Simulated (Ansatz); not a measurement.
# Two runs on ZrS

System: ZrS (2 atoms in the cell).
Method of run A: Kohn-Sham DFT of a periodic cell, BLYP, Ansatz PAW, no spin polarisation (Ansatz 0.2.0).

The structure derives from an entry of the Crystallography Open Database. Text and figures count atoms from 1; the logs count them from 0 in places.

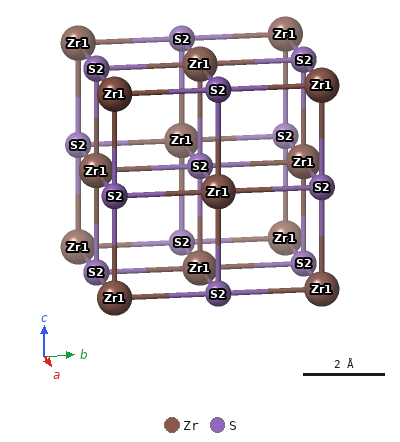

**Figure 1.** The starting structure (ball-and-stick view of the cell 4 times as large as that of the calculation, set on its symmetry axes, seen at an oblique angle; atoms are numbered from 1 in the order of the input). An atom can appear more than once, as a periodic image. Near neighbours in the periodic cell (some may lie outside the picture): Zr has 6 S at 2.62 Å; S has 6 Zr at 2.62 Å.

### Input file, run A
```yaml
crystal:
  lattice:
    - [0.0, 2.625, 2.625]
    - [2.625, 0.0, 2.625]
    - [2.625, 2.625, 0.0]
  atoms:
    - { symbol: Zr, position: [0.0, 0.0, 0.0] }
    - { symbol: S, position: [0.5, 0.5, 0.5] }
hamiltonian:
  xc: blyp
  pseudopotentials: { kind: paw }
kpoints:
  mp_grid: { grid: [9, 9, 9] }
scf:
  occupations: { method: fermi_dirac, width: 0.05 }
output:
  forces: true
  stress: true
  eigenvalues: true
relax:
  f_tol: 0.01
  max_steps: 40
  cell: { stress_tol: 0.05 }
```

Command:
```bash
ansatz run input.yaml --threads 2 --pin off --max-ram 5632MiB --backend cpu --events-out ev --progress --plain --runs-dir out
```

Hardware: 2 threads of Arm Neoverse V1, 24 GiB of memory available, shared host.

### Output, shortened to warnings, some set-up lines, iterations and results (run A)
```
Basis set: ecut = 420 eV, 725 PW (Γ), exchange–correlation on 50×50×50 points (8 copies of the dense FFT grid, shifted against one another)
Symmetry: 48 space group operations
k-points: 35 of 729
Initial density: superposition of atomic densities (neutral atoms: chi_scale 0, normalization atom), corrected by the library's trained network
[...]
SCF iter   1: F=—  HF=-5105.750081 eV  |F-HF|=—  |Δ(HF+E_count)|=         —  Δρ=1.11e-2  dr2=5.66e-2  ethr=1.77e-3  ⟨swp⟩=5.4  Hψ=5743  notcnv=0
SCF iter   2: F=—  HF=-5105.733806 eV  |F-HF|=—  |Δ(HF+E_count)|=   1.63e-2  Δρ=4.95e-3  dr2=1.13e-2  ethr=3.14e-4  ⟨swp⟩=2.0  Hψ=995  notcnv=0  defer=64
SCF iter   3: F=—  HF=-5105.730610 eV  |F-HF|=—  |Δ(HF+E_count)|=   3.20e-3  Δρ=1.17e-3  dr2=6.49e-4  ethr=6.30e-5  ⟨swp⟩=2.0  Hψ=895  notcnv=0  defer=64
SCF iter   4: F=—  HF=-5105.730605 eV  |F-HF|=—  |Δ(HF+E_count)|=   4.69e-6  Δρ=3.20e-4  dr2=2.98e-5  ethr=3.61e-6  ⟨swp⟩=2.6  Hψ=805  notcnv=0  defer=64
SCF iter   5: F=—  HF=-5105.730623 eV  |F-HF|=—  |Δ(HF+E_count)|=   1.80e-5  Δρ=6.56e-5  dr2=1.95e-6  ethr=1.66e-7  ⟨swp⟩=2.4  Hψ=837  notcnv=0  defer=64
[... 23 lines ...]
SCF iter   3: F=—  HF=-5105.756241 eV  |F-HF|=—  |Δ(HF+E_count)|=   1.45e-6  Δρ=1.73e-6  dr2=1.05e-9  ethr=2.25e-10  ⟨swp⟩=2.6  Hψ=913  notcnv=0
SCF iter   4: F=—  HF=-5105.756241 eV  |F-HF|=—  |Δ(HF+E_count)|=   1.16e-9  Δρ=7.36e-7  dr2=1.94e-10  ethr=5.84e-12  ⟨swp⟩=2.1  Hψ=779  notcnv=0
SCF iter   5: F=-5105.756241 eV  HF=-5105.756241 eV  |F-HF|=1.09e-11  |Δ(HF+E_count)|=  3.87e-10  Δρ=1.98e-7  dr2=6.43e-12  ethr=1.00e-12  ⟨swp⟩=4.0  Hψ=2433  notcnv=0
SCF 5 converged in 5 iterations: F = -5105.756241 eV  dr2 = 6.43e-12
relax step   5: F+E_penalty+E_count = -5105.75624121 eV  Δ(F+E_penalty+E_count) = -3.365e-4 eV  max|allowed force component| = 2.564e-30 eV/Å  Δτ_max = 0.0000 Å  P = +0.002 …
basis re-selected at this cell: Δ(F+E_penalty+E_count) = -3.365e-4 eV, ΔP = +0.006 GPa vs the last step (what re-selecting the basis moved, of the pressure what is left beyond the Pulay correction that the steps carried, after the strain that the cell walked since its last selection, with what the …
SCF converged after 5 iterations
Free energy (F): -5105.756241 eV
Harris-Foulkes:  -5105.756241 eV  (|F-HF|=1.09e-11)
Internal energy: -5105.742535 eV  (E = F + TS)
E sigma→0 (E₀):  -5105.749388 eV
Entropy (-TS):   -0.013706 eV (-6.853 meV/atom)
Fermi energy:    14.383604 eV
--- Per-component energies (eV) ---
  E_band       = -76.331508
  E_kinetic    = 444.703518
  E_local      = -729.060345  (includes V_loc(G=0)·N_el)
  E_nonlocal   = 109.115190
  E_hartree    = 229.864678
  E_xc         = -256.854821
  E_vxc        = -275.083484  (∫ρ·V_xc dr)
  E_paw        = -3575.677257  (= ΣΔE_a)
  E_vpaw       = -85.735780  (= ΣTr[D̂ρ^β])
  E_aug_tail   = 0.000028  (compensation charges beyond the density's cutoff)
  E_ewald      = -1327.932203
  E_core_change = 0.098676  (= ΣΔE_core)
  E_smearing   = -0.013706  (= −TS)
  E_closure    = 0.000000  (closes the sum)
  Σ components = -5105.756241   (vs F -5105.756241, Δ=0.00e0)
--- Forces (eV/Å), atoms counted from 1 ---
  atom   1  Zr     0.00000000    -0.00000000    -0.00000000
  atom   2  S     -0.00000000    -0.00000000     0.00000000
  max |Σ_I F_I| component: 6.44e-30 eV/Å
--- Stress (GPa, compression-positive) ---
        0.002404      -0.000000       0.000000
       -0.000000       0.002404       0.000000
        0.000000       0.000000       0.002404
  P = ⅓ Tr σ = 0.0024 GPa (0.024 kbar)
--- Relaxed structure (4 steps of the walk, 4 accepted, 1 SCFs on fresh bases) ---
  F+E_penalty+E_count = -5105.75624121 eV   max|allowed force component| = 2.564e-30 eV/Å   (the final SCF, on the basis selected at the relaxed cell)
  cell:  # Å, volume = 37.7549 Å³
    - [2.5326388908077083e-34, 2.6626518213727772, 2.6626518213727772]
    - [2.6626518213727777, -7.913749683182258e-34, 2.6626518213727772]
    - [2.6626518213727777, 2.6626518213727772, -2.2920414974315997e-34]
[...]
```

The input of run B differs as follows (lines with − go, lines with + come):
```diff
+  dispersion: d4
```

What does this change do to the results?

The total energies belong to different models, so their difference says nothing on which is more stable or more accurate. The volume per atom goes from 18.88 to 18.00 Å³. The SCF takes 18 iterations over all geometry steps against 23.

### Output, shortened to warnings, some set-up lines, iterations and results (run B)
```
Basis set: ecut = 420 eV, 725 PW (Γ), exchange–correlation on 50×50×50 points (8 copies of the dense FFT grid, shifted against one another)
Symmetry: 48 space group operations
k-points: 35 of 729
Initial density: superposition of atomic densities (neutral atoms: chi_scale 0, normalization atom), corrected by the library's trained network
[...]
SCF iter   1: F=—  HF=-5106.983865 eV  |F-HF|=—  |Δ(HF+E_count)|=         —  Δρ=1.11e-2  dr2=5.66e-2  ethr=1.77e-3  ⟨swp⟩=5.4  Hψ=5743  notcnv=0
SCF iter   2: F=—  HF=-5106.967590 eV  |F-HF|=—  |Δ(HF+E_count)|=   1.63e-2  Δρ=4.95e-3  dr2=1.13e-2  ethr=3.14e-4  ⟨swp⟩=2.0  Hψ=995  notcnv=0  defer=64
SCF iter   3: F=—  HF=-5106.964394 eV  |F-HF|=—  |Δ(HF+E_count)|=   3.20e-3  Δρ=1.17e-3  dr2=6.49e-4  ethr=6.30e-5  ⟨swp⟩=2.0  Hψ=895  notcnv=0  defer=64
SCF iter   4: F=—  HF=-5106.964389 eV  |F-HF|=—  |Δ(HF+E_count)|=   4.69e-6  Δρ=3.20e-4  dr2=2.98e-5  ethr=3.61e-6  ⟨swp⟩=2.6  Hψ=805  notcnv=0  defer=64
SCF iter   5: F=—  HF=-5106.964407 eV  |F-HF|=—  |Δ(HF+E_count)|=   1.80e-5  Δρ=6.56e-5  dr2=1.95e-6  ethr=1.66e-7  ⟨swp⟩=2.4  Hψ=837  notcnv=0  defer=64
[... 16 lines ...]
SCF iter   3: F=—  HF=-5106.964767 eV  |F-HF|=—  |Δ(HF+E_count)|=   6.66e-9  Δρ=1.75e-6  dr2=7.08e-10  ethr=1.17e-10  ⟨swp⟩=2.0  Hψ=733  notcnv=0
SCF iter   4: F=—  HF=-5106.964767 eV  |F-HF|=—  |Δ(HF+E_count)|=  5.05e-10  Δρ=8.96e-7  dr2=1.30e-10  ethr=3.94e-12  ⟨swp⟩=2.2  Hψ=717  notcnv=0
SCF iter   5: F=-5106.964767 eV  HF=-5106.964767 eV  |F-HF|=6.37e-12  |Δ(HF+E_count)|=  2.29e-10  Δρ=1.31e-7  dr2=4.52e-12  ethr=1.00e-12  ⟨swp⟩=3.9  Hψ=2384  notcnv=0
SCF 4 converged in 5 iterations: F = -5106.964767 eV  dr2 = 4.52e-12
relax step   4: F+E_penalty+E_count = -5106.96476681 eV  Δ(F+E_penalty+E_count) = +3.152e-5 eV  max|allowed force component| = 2.531e-30 eV/Å  Δτ_max = 0.0000 Å  P = -0.004 …
basis re-selected at this cell: Δ(F+E_penalty+E_count) = +3.152e-5 eV, ΔP = -0.001 GPa vs the last step (what re-selecting the basis moved, of the pressure what is left beyond the Pulay correction that the steps carried, after the strain that the cell walked since its last selection, with what the …
SCF converged after 5 iterations
Free energy (F): -5106.964767 eV
Harris-Foulkes:  -5106.964767 eV  (|F-HF|=6.37e-12)
Internal energy: -5106.952076 eV  (E = F + TS)
E sigma→0 (E₀):  -5106.958421 eV
Entropy (-TS):   -0.012691 eV (-6.345 meV/atom)
Fermi energy:    15.153686 eV
--- Per-component energies (eV) ---
  E_band       = -63.102065
  E_kinetic    = 447.292828
  E_local      = -701.597783  (includes V_loc(G=0)·N_el)
  E_nonlocal   = 109.095507
  E_hartree    = 222.123662
  E_xc         = -257.767499
  E_vxc        = -276.322793  (∫ρ·V_xc dr)
  E_paw        = -3575.768182  (= ΣΔE_a)
  E_vpaw       = -85.817184  (= ΣTr[D̂ρ^β])
  E_aug_tail   = 0.000029  (compensation charges beyond the density's cutoff)
  E_ewald      = -1349.188809
  E_disp       = -1.240506  (pairwise vdW)
  E_core_change = 0.098676  (= ΣΔE_core)
  E_smearing   = -0.012691  (= −TS)
  E_closure    = 0.000000  (closes the sum)
  Σ components = -5106.964767   (vs F -5106.964767, Δ=0.00e0)
--- Forces (eV/Å), atoms counted from 1 ---
  atom   1  Zr    -0.00000000     0.00000000    -0.00000000
  atom   2  S      0.00000000    -0.00000000    -0.00000000
  max |Σ_I F_I| component: 4.47e-30 eV/Å
--- Stress (GPa, compression-positive) ---
       -0.004026      -0.000000      -0.000000
       -0.000000      -0.004026      -0.000000
       -0.000000      -0.000000      -0.004026
  P = ⅓ Tr σ = -0.0040 GPa (-0.040 kbar)
--- Relaxed structure (3 steps of the walk, 3 accepted, 1 SCFs on fresh bases) ---
  F+E_penalty+E_count = -5106.96476681 eV   max|allowed force component| = 2.531e-30 eV/Å   (the final SCF, on the basis selected at the relaxed cell)
  cell:  # Å, volume = 35.9984 Å³
    - [-1.2802122232650171e-33, 2.6207014732428804, 2.6207014732428804]
    - [2.6207014732428804, -1.9107645123358464e-34, 2.6207014732428804]
    - [2.6207014732428804, 2.6207014732428804, -2.7387624676813793e-34]
  atoms:
    - { symbol: Zr, position: [-1.3374513502647435e-36, 2.1972415040095667e-36, 4.681079725936507e-36] }
    - { symbol: S, position: [0.5, 0.5, 0.5] }
```

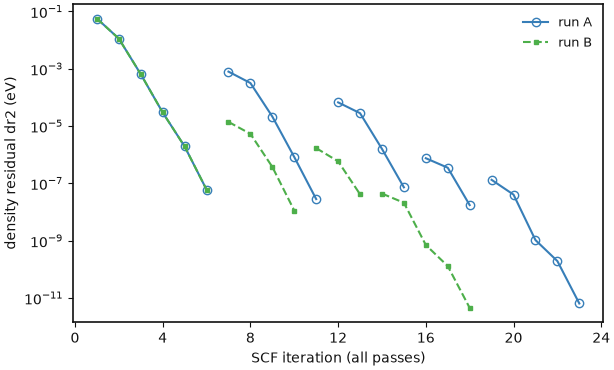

**Figure 2.** Convergence of the two runs: density residual dr2 against the SCF iteration. A break in a curve parts two SCF passes. Run A takes 23 iterations in all, and run B takes 18.

### The two runs side by side

```tsv
quantity	run A	run B
outcome	converged	converged
free energy per atom (eV)	−2552.8781	−2553.4824
energy per atom, smearing taken to zero (eV)	−2552.8747	−2553.4792
gap on the mesh (eV)	0.00	0.00
pressure (GPa)	0.00	0.00
volume per atom (Å³)	18.88	18.00
largest force (eV/Å)	0.000	0.000
SCF iterations	23	18
irreducible k-points	35	35
wall time (shared host)	5 s	4 s
```

For both runs: Points of doubt noted for this run: forces on files of another functional.
